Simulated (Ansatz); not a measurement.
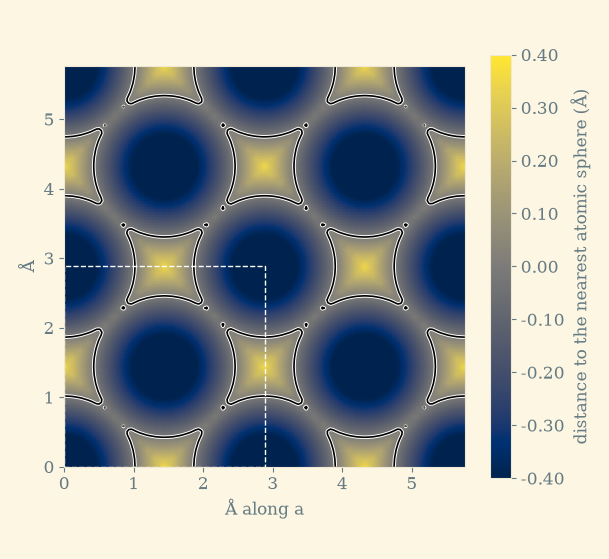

Map of the distance to the nearest atomic sphere in Cu in space group I4/mmm, computed on the section z = 0.250 (parallel to a and b; the dashed line is one cell). The black line marks the spheres' surfaces; positive values are empty space; unlabelled circles belong to atoms above or below the section.

Atoms are hard spheres with touching radii (half the shortest distance): Cu 1.23 Å.

Source of the atomic positions: the end point of a relaxation with DFT r2SCAN, scalar-relativistic, plane waves, PAW in Ansatz 0.2.0.

```
CELL_PARAMETERS angstrom
2.88098 0.00000 0.00000
0.00000 2.88098 0.00000
0.00000 0.00000 2.76563
ATOMIC_POSITIONS crystal
Cu 0.00000 0.00000 0.00000
Cu 0.50000 0.50000 0.50000
```

Where is the largest hole in this section, and how large is it?

At 0.000, 0.500, 0.250 (fractional), where the distance reaches 0.37 Å; it is enclosed by 4 Cu in a tetrahedral arrangement. It is the largest hole of the crystal.

How much of the crystal lies outside the spheres?

About 32 % of the cell's volume, and 21 % of this section's area.

What can pass through?

The largest sphere that fits anywhere has a diameter of 0.73 Å; the largest that can travel through the crystal, about 0.6 Å.
